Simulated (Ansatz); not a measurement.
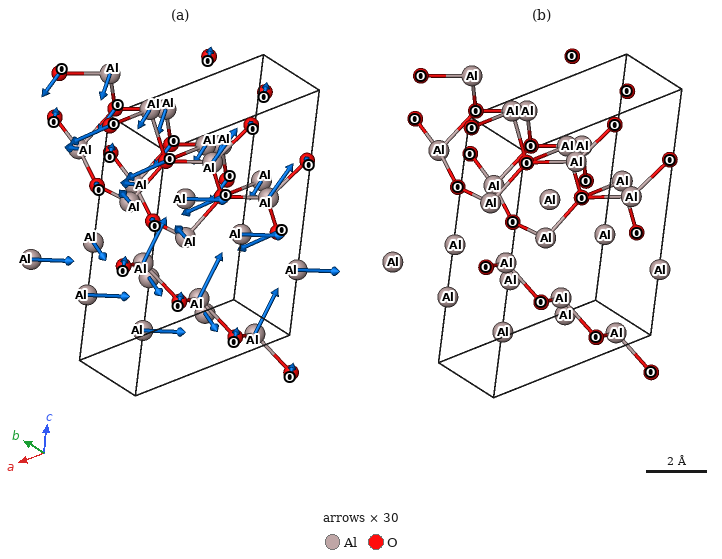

The structure of solid Al2O (a generated structure, set up in Pm) before (left) and after (right) a relaxation, at one scale. The blue arrows give the displacements (the part carried along by the change of the cell is left out), 30 times their true length.

The picture is a ball-and-stick view of the cell of the calculation, repeated 1 × 2 × 1 with one cell outlined, seen from a free direction.

The calculation used Ansatz 0.2.0, DFT PBE, scalar-relativistic, plane waves, PAW. Settings: plane-wave cutoff 420 eV; k-point mesh 6 × 12 × 4; occupations gaussian; smearing width 0.1 eV; no spin polarisation; cell and atoms relaxed; force threshold 0.01 eV/Å; at most 80 steps.

### Describe what moved and what it gained.

The run was cut off at its time limit before the relaxation converged, so the last structure is only a point on the way. An Al atom moves most relative to the cell: 0.066 Å along [−3 0 −1]. Largest moves by element: Al 0.066 Å, O 0.058 Å. The drawn cell changes as follows: a 6.608 → 6.727 Å (+1.8 %), b 3.043 → 3.000 Å (−1.4 %), c 9.164 → 9.191 Å (+0.3 %), β 98.0° → 98.6°; the volume changes by +0.5 %. Among the contacts that change: Al–O 2.144 → 2.248 Å, Al–O 1.864 → 1.846 Å, Al–O 1.883 → 1.896 Å, Al–O 1.852 → 1.863 Å. Among the angles between lasting bonds that change: Al–O–Al 87.9° → 84.9°, O–Al–O 131.5° → 134.1°, Al–O–Al 125.2° → 127.6°. The space group stays Pm (No. 6). After 5 geometry steps the energy has fallen by 1.9 meV per atom. Largest force component: 0.21 eV/Å at the start, 0.044 eV/Å at the end. The pressure goes from 0.17 to −0.10 GPa. Cost: 7.5 min on 1 thread of Arm Neoverse V1, with other jobs on the host, peak memory 0.72 GiB.
